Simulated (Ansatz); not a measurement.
## Si$_{32}$C: geometry relaxation (part 4 of 4)

Continued. System: Si$_{32}$C (defect cell, 33 atoms in the cell). Method: DFT PBEsol, scalar-relativistic, plane waves, PAW, no spin polarisation (Ansatz 0.2.0); cutoff 420 eV, 3×3×3 k-mesh, Gaussian smearing of 0.02 eV. The structure derives from a Materials Project entry. It belongs to a series of runs on one base structure; here: C interstitial, charge +0, atoms relaxed at the host's cell.

Trajectory as extended XYZ, continued
```
33
Lattice="5.4338 5.4338 -5.4338 -5.4338 -5.4338 -5.4338 -5.4338 5.4338 5.4338" Properties=species:S:1:pos:R:3:forces:R:3 step=11 energy=-20130.71100
Si   -1.3348   -1.3245   -4.1272   -0.0802  -0.0860   0.0730
Si    1.3056    1.2974   -3.9652   -0.1022  -0.0525   0.1768
Si    4.1230    4.1228   -4.0477    0.0513   0.0653   0.0939
Si   -1.3138    4.0228   -4.1408   -0.0373  -0.0007  -0.0540
Si   -3.9731   -1.4182   -1.6463    0.0494  -0.0887  -0.1537
Si   -1.3595    1.3724   -1.3774   -0.0114   0.0161  -0.0178
Si    1.3444    4.1363   -1.3735   -0.0191   0.0175   0.1101
Si   -1.3269    1.3790   -6.8121   -0.0295   0.0607  -0.0722
Si   -4.0879   -4.0681   -4.1007    0.0379  -0.0065   0.0293
Si   -4.0396    4.1053   -1.3851    0.0107  -0.0157  -0.0601
Si   -1.4060    6.8947   -1.6273   -0.0661  -0.0169  -0.2339
Si   -4.0236    1.3338    1.2934    0.0352   0.0329  -0.0030
Si   -1.4173    4.1245    1.2831   -0.0103  -0.0228  -0.0241
Si   -4.0967    1.4381   -4.1349    0.0031  -0.0369  -0.0050
Si   -4.0644    4.0748    4.0543    0.0271  -0.0222  -0.0318
Si   -6.7410    1.3437   -1.3602    0.0386  -0.0133   0.0779
Si   -2.7184   -2.7053   -5.4443    0.0393   0.0122  -0.0915
Si    0.0258    0.0117   -5.4642    0.1200   0.1646  -0.1664
Si    2.6799    2.6807   -5.1511    0.0228   0.0465   1.0025
Si   -2.7023    2.7228   -5.4913   -0.0212  -0.0359  -0.0092
Si   -5.5175   -2.6885   -2.8252    0.1057  -0.0581  -0.0870
Si   -2.6939    0.1101   -2.8285    0.0783  -0.0640  -0.0549
Si   -0.0032    2.7382   -2.6888   -0.0457   0.0379   0.0431
Si    2.7391    5.4669   -2.7167   -0.0262  -0.0091   0.0453
Si    0.0128    0.0139   -0.0418   -0.0594  -0.0695  -0.0868
Si   -5.4109    2.7438   -2.7023    0.0062  -0.0272   0.0169
Si   -2.6954    5.3777   -2.8271    0.0022   0.0474  -0.0840
Si   -5.3277   -0.0924   -0.0463    0.1686  -0.1576  -0.1353
Si   -2.7196    2.7223   -0.0514   -0.0067   0.0104  -0.0459
Si   -0.0740    5.5438   -0.0339   -0.2043   0.1619  -0.1732
Si   -5.3382    2.7473    2.6044   -0.0152   0.0680  -0.0469
Si   -2.6920    5.4262    2.7489    0.0277  -0.0049   0.0322
C    -2.9180   -2.9258   -1.4537   -0.0895   0.0473  -0.0631
33
Lattice="5.4338 5.4338 -5.4338 -5.4338 -5.4338 -5.4338 -5.4338 5.4338 5.4338" Properties=species:S:1:pos:R:3:forces:R:3 step=13 energy=-20131.00100
Si   -1.3183   -1.3155   -4.2130    0.0345   0.0364  -0.0056
Si    1.2500    1.2590   -3.8496    0.0040  -0.0052   0.0309
Si    4.1910    4.1913   -3.8977   -0.0192  -0.0136   0.0166
Si   -1.3064    4.0258   -4.1891    0.0191   0.0068   0.0286
Si   -3.9369   -1.4915   -1.6677   -0.0360   0.0031   0.0213
Si   -1.4217    1.3380   -1.3981    0.0092  -0.0120   0.0038
Si    1.2979    4.1654   -1.3565    0.0024  -0.0194  -0.0222
Si   -1.3100    1.4362   -6.8460    0.0174  -0.0008  -0.0039
Si   -4.0836   -4.0806   -4.2015   -0.0670  -0.0609  -0.0149
Si   -3.9971    4.1269   -1.4121   -0.0065   0.0089  -0.0104
Si   -1.4914    6.9308   -1.6672    0.0245  -0.0268   0.0205
Si   -4.0295    1.3228    1.2660   -0.0189  -0.0017   0.0286
Si   -1.4099    4.1322    1.2442    0.0115   0.0096   0.0244
Si   -4.1135    1.4063   -4.1686   -0.0017  -0.0028   0.0291
Si   -4.0950    4.0164    4.0312   -0.0217   0.0081   0.0075
Si   -6.7032    1.2987   -1.3552   -0.0181   0.0089  -0.0218
Si   -2.7057   -2.7033   -5.5216    0.0243   0.0144   0.0654
Si    0.0708    0.0714   -5.5151   -0.0391  -0.0223  -0.0286
Si    2.7042    2.7175   -4.8191    0.0214   0.0063  -0.0584
Si   -2.7136    2.7092   -5.4971    0.0119   0.0161   0.0094
Si   -5.4813   -2.6944   -2.9094   -0.0117   0.0195   0.0461
Si   -2.7069    0.0530   -2.8869    0.0141   0.0011  -0.0046
Si   -0.0691    2.7556   -2.6515    0.0210   0.0012  -0.0255
Si    2.7101    5.5129   -2.6695    0.0137  -0.0440  -0.0124
Si   -0.0278   -0.0278   -0.0799    0.0106   0.0111  -0.0609
Si   -5.3555    2.7119   -2.6678   -0.0470   0.0073  -0.0120
Si   -2.6967    5.3904   -2.9103    0.0168  -0.0126   0.0472
Si   -5.2571   -0.1573   -0.0981   -0.0174  -0.0190  -0.0592
Si   -2.7270    2.7226   -0.0612    0.0213   0.0128   0.0085
Si   -0.1561    5.6116   -0.1003   -0.0280  -0.0229  -0.0567
Si   -5.3840    2.7301    2.5463    0.0083   0.0024  -0.0015
Si   -2.6807    5.3735    2.7772   -0.0003   0.0207  -0.0185
C    -2.8109   -2.8115   -1.1360    0.0469   0.0696   0.0301
33
Lattice="5.4338 5.4338 -5.4338 -5.4338 -5.4338 -5.4338 -5.4338 5.4338 5.4338" Properties=species:S:1:pos:R:3:forces:R:3 step=14 energy=-20131.01047
Si   -1.3113   -1.3083   -4.1978   -0.0293  -0.0313  -0.0033
Si    1.2500    1.2557   -3.8735    0.0060  -0.0079  -0.0207
Si    4.1878    4.1919   -3.8924    0.0210   0.0051  -0.0284
Si   -1.3012    4.0349   -4.1784   -0.0001  -0.0009  -0.0175
Si   -3.9392   -1.4828   -1.6687    0.0365  -0.0177  -0.0187
Si   -1.4237    1.3435   -1.4028   -0.0042   0.0026   0.0046
Si    1.3044    4.1457   -1.3531   -0.0021   0.0083   0.0107
Si   -1.3230    1.4345   -6.8442   -0.0195   0.0042   0.0091
Si   -4.1071   -4.1033   -4.1955    0.0427   0.0317   0.0022
Si   -4.0023    4.1131   -1.4109    0.0045  -0.0120   0.0139
Si   -1.4813    6.9309   -1.6711   -0.0380   0.0299  -0.0037
Si   -4.0282    1.3126    1.2617    0.0161   0.0063  -0.0223
Si   -1.4017    4.1355    1.2544   -0.0054   0.0037  -0.0148
Si   -4.1237    1.4087   -4.1716    0.0088   0.0062  -0.0261
Si   -4.0924    4.0137    4.0301    0.0122  -0.0040   0.0050
Si   -6.7229    1.3054   -1.3531    0.0060  -0.0046   0.0114
Si   -2.7075   -2.7070   -5.4862   -0.0239  -0.0148  -0.0079
Si    0.0572    0.0605   -5.5282    0.0234   0.0135   0.0109
Si    2.7176    2.7180   -4.8299   -0.0154  -0.0062  -0.0021
Si   -2.7102    2.7172   -5.4858   -0.0195   0.0062   0.0099
Si   -5.4841   -2.6988   -2.8949   -0.0007  -0.0113  -0.0185
Si   -2.7131    0.0632   -2.8900   -0.0128  -0.0095   0.0042
Si   -0.0601    2.7481   -2.6610    0.0140   0.0005  -0.0022
Si    2.7054    5.5012   -2.6678   -0.0168   0.0176   0.0118
Si   -0.0397   -0.0373   -0.0953   -0.0145  -0.0120   0.0130
Si   -5.3702    2.7079   -2.6682    0.0204  -0.0052   0.0086
Si   -2.7016    5.3873   -2.8950   -0.0144  -0.0011  -0.0188
Si   -5.2659   -0.1546   -0.1120   -0.0221   0.0143   0.0214
Si   -2.7198    2.7258   -0.0520    0.0066  -0.0128   0.0094
Si   -0.1557    5.6031   -0.1131    0.0194  -0.0162   0.0255
Si   -5.3717    2.7241    2.5424   -0.0092  -0.0015   0.0020
Si   -2.6885    5.3786    2.7709   -0.0081   0.0079  -0.0015
C    -2.7417   -2.7415   -1.1481    0.0182   0.0111   0.0327
33
Lattice="5.4338 5.4338 -5.4338 -5.4338 -5.4338 -5.4338 -5.4338 5.4338 5.4338" Properties=species:S:1:pos:R:3:forces:R:3 step=15 energy=-20131.01151
Si   -1.3175   -1.3163   -4.1987   -0.0008   0.0017  -0.0005
Si    1.2507    1.2510   -3.8802   -0.0100   0.0108   0.0041
Si    4.1932    4.1920   -3.8853   -0.0188   0.0067   0.0017
Si   -1.3026    4.0363   -4.1768    0.0072   0.0023  -0.0007
Si   -3.9381   -1.4840   -1.6721    0.0025  -0.0068   0.0074
Si   -1.4229    1.3405   -1.4052   -0.0008  -0.0022   0.0013
Si    1.3027    4.1455   -1.3569   -0.0058   0.0014   0.0026
Si   -1.3267    1.4351   -6.8407    0.0009   0.0026  -0.0008
Si   -4.1036   -4.1024   -4.1986   -0.0066  -0.0038   0.0005
Si   -4.0007    4.1104   -1.4081    0.0018   0.0039  -0.0007
Si   -1.4869    6.9332   -1.6640    0.0145  -0.0152  -0.0194
Si   -4.0258    1.3152    1.2578   -0.0026  -0.0090   0.0041
Si   -1.3995    4.1355    1.2558    0.0043  -0.0075  -0.0022
Si   -4.1226    1.4097   -4.1769    0.0076  -0.0015   0.0028
Si   -4.0961    4.0135    4.0268   -0.0042  -0.0003   0.0020
Si   -6.7212    1.3019   -1.3528   -0.0035  -0.0010  -0.0016
Si   -2.7106   -2.7096   -5.4936   -0.0013   0.0005  -0.0027
Si    0.0534    0.0551   -5.5277   -0.0018  -0.0003   0.0006
Si    2.7055    2.7345   -4.8217    0.0386  -0.0130   0.0189
Si   -2.7126    2.7230   -5.4864    0.0020   0.0031  -0.0003
Si   -5.4841   -2.7041   -2.8958    0.0009  -0.0002   0.0041
Si   -2.7158    0.0620   -2.8936    0.0012   0.0031  -0.0017
Si   -0.0581    2.7439   -2.6656   -0.0064  -0.0031   0.0077
Si    2.7040    5.5039   -2.6680    0.0045   0.0064   0.0065
Si   -0.0415   -0.0398   -0.0935    0.0000  -0.0003  -0.0009
Si   -5.3647    2.7033   -2.6651   -0.0073  -0.0046  -0.0073
Si   -2.7042    5.3884   -2.8933   -0.0004   0.0038   0.0014
Si   -5.2658   -0.1558   -0.1100   -0.0026   0.0025   0.0016
Si   -2.7138    2.7252   -0.0525    0.0012  -0.0016   0.0001
Si   -0.1540    5.6004   -0.1124   -0.0051   0.0017  -0.0023
Si   -5.3759    2.7186    2.5423   -0.0017  -0.0013  -0.0024
Si   -2.6892    5.3780    2.7702    0.0036   0.0068  -0.0057
C    -2.7201   -2.7162   -1.1385   -0.0110   0.0143  -0.0181
33
Lattice="5.4338 5.4338 -5.4338 -5.4338 -5.4338 -5.4338 -5.4338 5.4338 5.4338" Properties=species:S:1:pos:R:3:forces:R:3 step=16 energy=-20131.01205
Si   -1.3185   -1.3160   -4.1995   -0.0001  -0.0011   0.0014
Si    1.2502    1.2541   -3.8808    0.0015  -0.0020   0.0000
Si    4.1911    4.1941   -3.8831    0.0026   0.0003   0.0013
Si   -1.3014    4.0375   -4.1763   -0.0022  -0.0003  -0.0015
Si   -3.9376   -1.4843   -1.6692   -0.0008   0.0015  -0.0008
Si   -1.4237    1.3390   -1.4059    0.0000  -0.0005  -0.0011
Si    1.3004    4.1462   -1.3537   -0.0009   0.0003  -0.0021
Si   -1.3264    1.4358   -6.8404   -0.0004   0.0000  -0.0007
Si   -4.1055   -4.1030   -4.1991    0.0008  -0.0007   0.0004
Si   -4.0009    4.1098   -1.4071   -0.0007  -0.0003   0.0001
Si   -1.4861    6.9324   -1.6687   -0.0001  -0.0009  -0.0014
Si   -4.0257    1.3135    1.2581    0.0002   0.0017  -0.0020
Si   -1.3992    4.1341    1.2560   -0.0003   0.0004   0.0018
Si   -4.1218    1.4109   -4.1771   -0.0005  -0.0001   0.0009
Si   -4.0969    4.0133    4.0270    0.0001   0.0004   0.0001
Si   -6.7229    1.3019   -1.3552   -0.0008   0.0000   0.0016
Si   -2.7113   -2.7103   -5.4939   -0.0012   0.0006  -0.0004
Si    0.0532    0.0557   -5.5272    0.0000   0.0005  -0.0002
Si    2.7196    2.7242   -4.8220    0.0013   0.0008  -0.0075
Si   -2.7116    2.7246   -5.4862   -0.0005  -0.0018   0.0001
Si   -5.4831   -2.7037   -2.8945    0.0005  -0.0001   0.0001
Si   -2.7172    0.0612   -2.8939   -0.0003  -0.0011   0.0000
Si   -0.0590    2.7450   -2.6636   -0.0005   0.0003  -0.0021
Si    2.7019    5.5044   -2.6646   -0.0008   0.0015  -0.0003
Si   -0.0431   -0.0409   -0.0934   -0.0001   0.0006   0.0004
Si   -5.3654    2.7043   -2.6662   -0.0003  -0.0002   0.0033
Si   -2.7061    5.3877   -2.8941    0.0001  -0.0013   0.0002
Si   -5.2672   -0.1544   -0.1110   -0.0004   0.0001  -0.0008
Si   -2.7135    2.7238   -0.0523    0.0022   0.0005   0.0002
Si   -0.1562    5.6025   -0.1112    0.0007  -0.0006  -0.0005
Si   -5.3753    2.7191    2.5401    0.0011   0.0001   0.0002
Si   -2.6913    5.3777    2.7681   -0.0007   0.0006   0.0020
C    -2.7146   -2.7124   -1.1399    0.0005   0.0010   0.0074
```

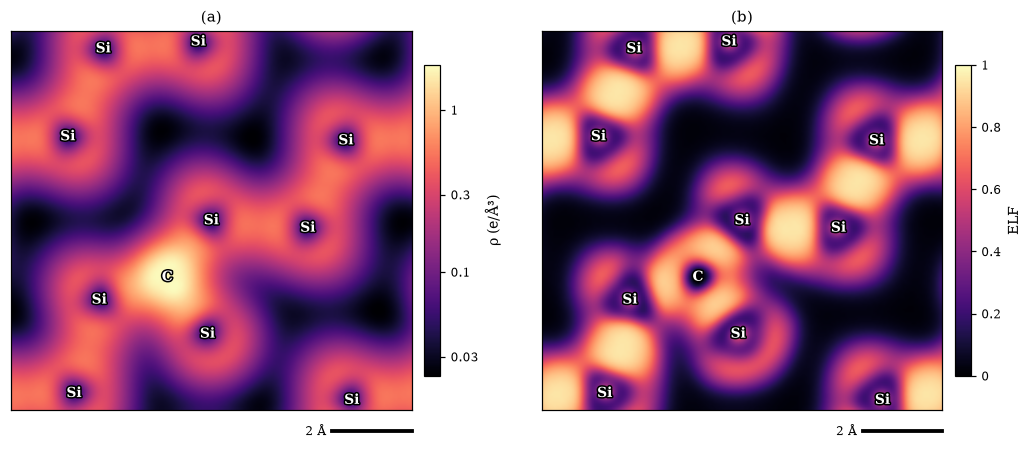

Figure 1. (a) valence pseudo-density; (b) electron localisation function on the (11̄0) plane of the calculation cell. Atoms in the plane: Si and C. Si–C (1.75 Å): ρ at the midpoint is about 1.1 e/Å³; the ELF peaks at about 0.90 between the atoms (a shared electron pair). Si–Si (2.39 Å): ρ is about 0.53 e/Å³ halfway, a local maximum along the line; the ELF peaks at about 0.95 between the atoms (localised, shared-pair bonding). Away from the nuclei the density in this plane falls to 0.02 e/Å³ at its lowest. Core electrons are frozen (PAW), so the fields are smoothed inside the atomic spheres.

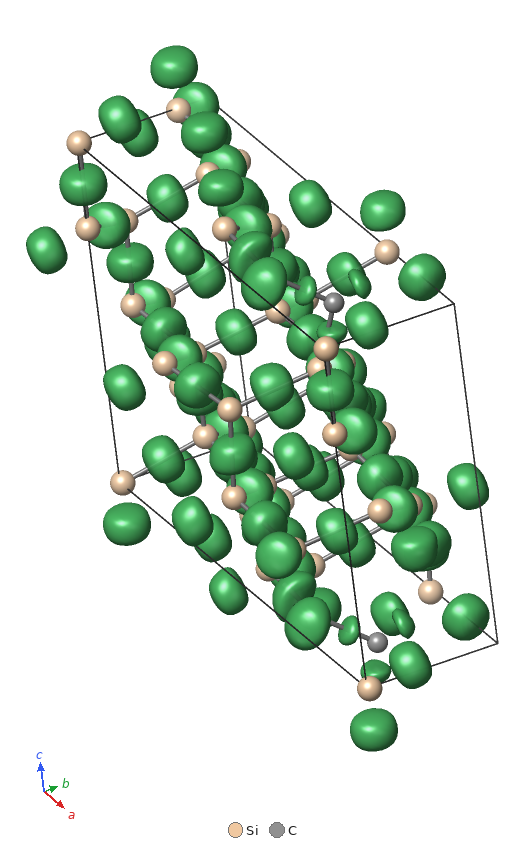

Figure 2. Isosurface of the electron localisation function at 0.85 (green), seen slightly off an axis. Only the valence region is drawn (cores and ρ < 0.01 e/Å³ removed). Sticks mark near contacts. The outline is the calculation cell.

Key numbers

```csv
quantity,value
outcome,converged
electrons treated,132
free energy,−20131.0120 eV
Fermi energy,6.526 eV
gap on the k-point mesh,none (metallic)
final volume,641.77 Å³
largest force (length of the vector) at the end,0.008 eV/Å
hardware,"4 threads of Intel Xeon (Granite Rapids), 32 GiB of memory available, shared host"
wall time,6 min (CPU time 23 min)
peak memory,2 GiB
```
